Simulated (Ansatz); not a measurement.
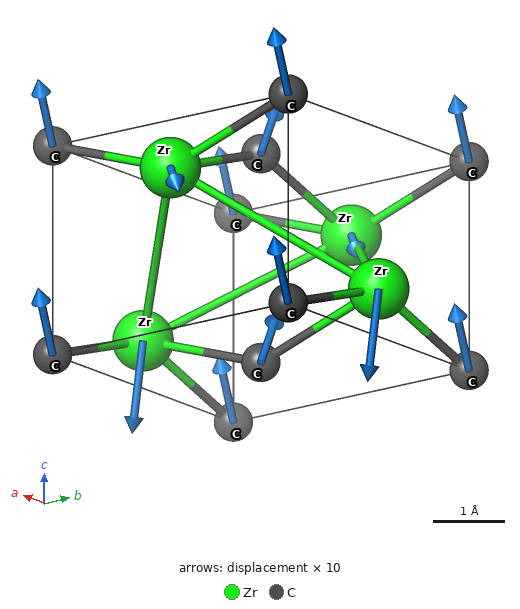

Crystalline ZrC (built on the PbO type). The blue arrows show how the atoms are displaced (without the part that the change of the cell carries along), magnified 10 times. Besides, the cell is strained by +1.3 % along [1 −1 3], +0.8 % along [1 1 0], −1.4 % along [2 −2 −3] (volume +0.6 %). Style: ball-and-stick. Shown: the cell of the calculation, from a free direction.

Method: DFT PBE, scalar-relativistic, plane waves, PAW (Ansatz). Set-up: plane-wave cutoff 420 eV; k-point mesh 8 × 8 × 12; occupations gaussian; smearing width 0.05 eV; no spin polarisation.

Q: How are the atoms displaced, and what does the calculation give?

A: Atoms are displaced by up to 0.14 Å (root mean square over those that move 0.11 Å) relative to the cell. No relaxation follows. The energy rises by 84.8 meV per atom. Pressure: 0.0 GPa before, 2.7 GPa after. The principal stresses (compression positive) are 5.0 GPa along [1 −1 0], 4.0 GPa along [1 1 2], −0.9 GPa roughly along [1 1 −2]. The largest force is 2.1 eV/Å, on a Zr atom. The forces mostly point back along the displacements (cosine −0.96). Both are metals. Some distances before and after: C–Zr 2.237 → 2.097 to 2.344 Å, Zr–Zr 3.444 → 3.442 to 3.572 Å, Zr–Zr 3.319 → 3.226 to 3.378 Å, Zr–Zr 3.112 → 3.122 Å. The space group (tolerance 0.01 Å) goes from P4/nmm (No. 129) to P1 (No. 1).
